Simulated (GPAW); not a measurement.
# free-standing triangular Cr monolayer, spacing 2.56 A: cost and accuracy of all numerical settings together, part 2 of 2

Aim: see how far moments and order energies of free-standing triangular Cr monolayer, spacing 2.56 A move with all numerical settings together, and what each rung costs.

GPAW 26.7.0; PBE; plane waves with GPAW's PAW setups, scalar-relativistic.

So far, largest spin moment in the augmentation sphere (μB): step 2 (rung 1 (280 eV, mesh 6×6×1), start ferro +) 1.68; step 4 (rung 2 (380 eV, mesh 8×8×1), start ferro +) 1.21; step 5 (rung 2 (380 eV, mesh 8×4×1), start antiferro q=(0,1/2,0) +-) 3.02; step 6 (rung 3 (500 eV, mesh 10×10×1), start ferro +) 1.59; step 7 (rung 3 (500 eV, mesh 10×5×1), start antiferro q=(0,1/2,0) +-) 3.07.

## (8) Rung 4 (700 eV, mesh 14×14×1), start ferro +

order1.py reads:

```python
import json
import numpy as np
from ase import Atoms
from ase.parallel import paropen, parprint
from gpaw import GPAW

atoms = Atoms(['Cr'],
    cell=[[2.56, 0.0, 0.0],
         [-1.28, 2.217025, 0.0],
         [0.0, 0.0, 14.0]],
    scaled_positions=[[0.0, 0.0, 0.5]],
    pbc=True,
    magmoms=[2.5])
atoms.calc = GPAW(mode={'name': 'pw', 'ecut': 700},
    xc='PBE',
    kpts={'size': (14, 14, 1), 'gamma': True},
    occupations={'name': 'fermi-dirac', 'width': 0.05},
    convergence={'density': 1e-05, 'energy': 1e-05},
    maxiter=200,
    symmetry={'tolerance': 1e-4},
    txt='order1.txt')
e = atoms.get_potential_energy(force_consistent=True)
res = {'free_energy': e, 'energy_sigma0': atoms.get_potential_energy(), 'fermi_energy': atoms.calc.get_fermi_level()}
res['moments'] = atoms.get_magnetic_moments().tolist()
res['total'] = atoms.get_magnetic_moment()
parprint('site moments (muB):', np.round(res['moments'], 3))
parprint(f"total moment: {res['total']:.3f} muB")
parprint(f'free energy: {e:.6f} eV')
atoms.calc.write('order1.gpw')
with paropen('results.json', 'w') as f:
    json.dump(res, f)
```

Command:

```sh
> OMP_NUM_THREADS=1 python3 order1.py > order1.log
```

Numbers of over 12 decimals in the logs are rounded to 6 here.

What it wrote:

```text
site moments (muB): [1.48]
total moment: 1.876 muB
free energy: -6.926278 eV

--- order1.txt ---
Input parameters:
  mode=PW(ecut=700),
  convergence={'density': 1e-05, 'energy': 1e-05},
  kpts=MonkhorstPack(size=(14, 14, 1), gamma=True),
  maxiter=200,
  occupations=Occupations(name='fermi-dirac', width=0.05),
  symmetry=Symmetry(tolerance=0.0001),
  xc=XC(name='PBE')

Diagonalizing LCAO Hamiltonian
[...]
|          3 |        -3.079 |     1.000 |        -1.764 |     0.000 |
|          4 |        -2.274 |     0.076 |        -1.466 |     0.000 |
|          5 |        -1.193 |     0.000 |        -0.154 |     0.000 |
|          6 |        -1.193 |     0.000 |        -0.154 |     0.000 |
|          7 |         1.923 |     0.000 |         2.290 |     0.000 |
|          8 |         2.840 |     0.000 |         3.194 |     0.000 |

No gap
No difference between direct/indirect transitions


[key lines of the parts left out:]
Free energy:      -6.926278
Converged in 17 steps
dipole moment: (-3.114303, -5.394131, 0.000076)  # |e|*Ang
Fermi level: -2.399
```

It took 22 s on 1 MPI rank of Intel Xeon Platinum 8375C at 2.90GHz (Ice Lake), shared host; peak memory 0.22 GiB.

Read from the output:

```yaml
magnetization: 1.876 μB
final_state: ferromagnetic
largest_moment: 1.480 μB
```

The largest moment moves by -0.11 μB from rung 3, at 1.3 times its CPU time.

## (9) Rung 4 (700 eV, mesh 14×7×1), start antiferro q=(0,1/2,0) +-

order2.py reads:

```python
import json
import numpy as np
from ase import Atoms
from ase.parallel import paropen, parprint
from gpaw import GPAW

atoms = Atoms(['Cr', 'Cr'],
    cell=[[2.56, 0.0, 0.0],
         [-2.56, 4.43405, 0.0],
         [0.0, 0.0, 14.0]],
    scaled_positions=[[0.0, 0.0, 0.5],
         [0.0, 0.5, 0.5]],
    pbc=True,
    magmoms=[2.5, -2.5])
atoms.calc = GPAW(mode={'name': 'pw', 'ecut': 700},
    xc='PBE',
    kpts={'size': (14, 7, 1), 'gamma': True},
    occupations={'name': 'fermi-dirac', 'width': 0.05},
    convergence={'density': 1e-05, 'energy': 1e-05},
    maxiter=200,
    symmetry={'tolerance': 1e-4},
    txt='order2.txt')
e = atoms.get_potential_energy(force_consistent=True)
res = {'free_energy': e, 'energy_sigma0': atoms.get_potential_energy(), 'fermi_energy': atoms.calc.get_fermi_level()}
res['moments'] = atoms.get_magnetic_moments().tolist()
res['total'] = atoms.get_magnetic_moment()
parprint('site moments (muB):', np.round(res['moments'], 3))
parprint(f"total moment: {res['total']:.3f} muB")
parprint(f'free energy: {e:.6f} eV')
atoms.calc.write('order2.gpw')
with paropen('results.json', 'w') as f:
    json.dump(res, f)
```

Command:

```sh
> OMP_NUM_THREADS=1 python3 order2.py > order2.log
```

What it wrote:

```text
site moments (muB): [ 3.122 -3.122]
total moment: 0.000 muB
free energy: -14.886085 eV

--- order2.txt ---
Input parameters:
  mode=PW(ecut=700),
  convergence={'density': 1e-05, 'energy': 1e-05},
  kpts=MonkhorstPack(size=(14, 7, 1), gamma=True),
  maxiter=200,
  occupations=Occupations(name='fermi-dirac', width=0.05),
  symmetry=Symmetry(tolerance=0.0001),
  xc=XC(name='PBE')

Diagonalizing LCAO Hamiltonian
[...]
|          3 |        -3.576 |     1.000 |        -3.576 |     1.000 |
|          4 |        -2.547 |     1.000 |        -2.547 |     1.000 |
[...]
|          8 |        -0.111 |     0.000 |        -0.111 |     0.000 |
|          9 |         0.508 |     0.000 |         0.508 |     0.000 |
|         10 |         1.274 |     0.000 |         1.274 |     0.000 |
|         11 |         1.614 |     0.000 |         1.614 |     0.000 |

No gap
No difference between direct/indirect transitions


[key lines of the parts left out:]
Free energy:     -14.886085
Converged in 19 steps
dipole moment: (-6.171233, -10.688840, 0.000152)  # |e|*Ang
Fermi level: -2.110
```

Run time: 2 min. Hardware: 1 MPI rank; peak memory 0.44 GiB.

This step gave:

```yaml
magnetization: 0 μB
final_state: antiferromagnetic
largest_moment: 3.122 μB
```

This start lies -516.8 meV a seeded atom from the first, a change of -22.0 meV since rung 3; its largest moment is 3.12 μB.

## (10) An attempt with other settings

A slip in the input shows what the program catches and what it lets pass.

run.py reads:

```python
import json
import numpy as np
from ase import Atoms
from ase.parallel import paropen, parprint
from gpaw import GPAW

atoms = Atoms(['Cr'],
    cell=[[2.56, 0.0, 0.0],
         [-1.28, 2.217025, 0.0],
         [0.0, 0.0, 14.0]],
    scaled_positions=[[0.0, 0.0, 0.5]],
    pbc=True,
    magmoms=[2.5])
atoms.calc = GPAW(mode={'name': 'pw', 'ecut': 550},
    xc='PBE',
    kpts={'size': (14, 14, 1), 'gamma': True},
    occupations={'name': 'fermi-dirac', 'width': 0.05},
    convergence={'density': 1e-05, 'energy': 1e-05},
    encut=500,
    maxiter=75,
    symmetry={'tolerance': 1e-4},
    txt='run.txt')
e = atoms.get_potential_energy(force_consistent=True)
res = {'free_energy': e, 'energy_sigma0': atoms.get_potential_energy(), 'fermi_energy': atoms.calc.get_fermi_level()}
res['moments'] = atoms.get_magnetic_moments().tolist()
res['total'] = atoms.get_magnetic_moment()
parprint('site moments (muB):', np.round(res['moments'], 3))
parprint(f"total moment: {res['total']:.3f} muB")
parprint(f'free energy: {e:.6f} eV')
atoms.calc.write('run.gpw')
with paropen('results.json', 'w') as f:
    json.dump(res, f)
```

Command:

```sh
> OMP_NUM_THREADS=1 python3 run.py > run.log
```

What it wrote:

```text
TypeError: GPAW() got an unexpected keyword argument 'encut'
```

Run time: 1.3 s. Hardware: 1 MPI rank; peak memory 0.1 GiB.

The program refused the input before any cycle.

The program's message: “TypeError: GPAW() got an unexpected keyword argument 'encut'”

The fault put into the input: a keyword of another program.

The cutoff belongs in the mode.

## (11) The rungs together

Ladder, by row:

| rung | cutoff (eV) | mesh | smearing (eV) | state from the first start | state from the second start | second less first (meV a seeded atom) | moment, first (μB) | moment, second (μB) | CPU time (s) |
| --- | --- | --- | --- | --- | --- | --- | --- | --- | --- |
| 1 | 280 | 6x6x1 | 0.2 | ferromagnetic | antiferromagnetic | -442 | 1.684 | 3.034 | 16.37 |
| 2 | 380 | 8x8x1 | 0.15 | ferromagnetic | antiferromagnetic | -457.7 | 1.211 | 3.016 | 36.34 |
| 3 | 500 | 10x10x1 | 0.1 | ferromagnetic | antiferromagnetic | -494.7 | 1.587 | 3.072 | 81.99 |
| 4 | 700 | 14x14x1 | 0.05 | ferromagnetic | antiferromagnetic | -516.8 | 1.48 | 3.122 | 139.3 |

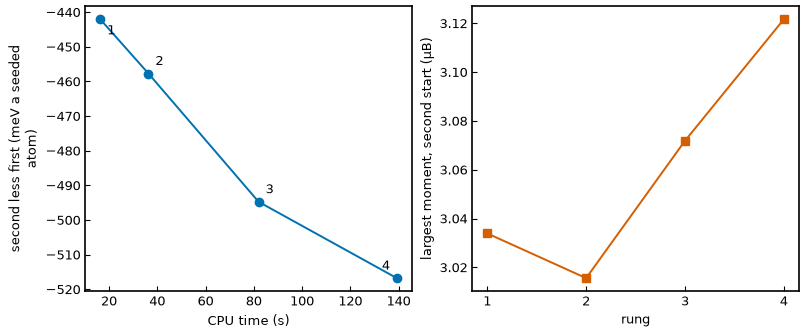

Result against cost, rungs numbered as in the table, and the moment by rung.

## (12) What came out

```json
{"range of the moment in the table, second start": "3.02 to 3.12 μB", "range of CPU time": "16 s to 2.3 min", "range of the energy difference": "-517 to -442 meV a seeded atom", "first rung from which all stay within 26 meV of the last": "3"}
```

**Reading.** From rung 3 on the result stays within 22 meV of the last rung, inside the margin of 26 meV set for it, at 59 % of the last rung's cost. The second start ends lower on every rung of the table; whether functional and cell give the true order is another question.

[Logs and program files are shortened in this print: banners, set-up blocks, solver, clock and traceback lines can be left out without a mark of their own.]

[Logs are printed without paths, hosts, clocks, repeated set-up lines and the standing remarks that a program may print on its own settings, such as how far it seeks lower states.]

[Hosts, paths, dates, database ids (printed as entryN), source tags and the programs' standing remarks are cut or masked in the printed files.]

[Where a cell is said to come from a database of computed structures, the database is the Materials Project.]
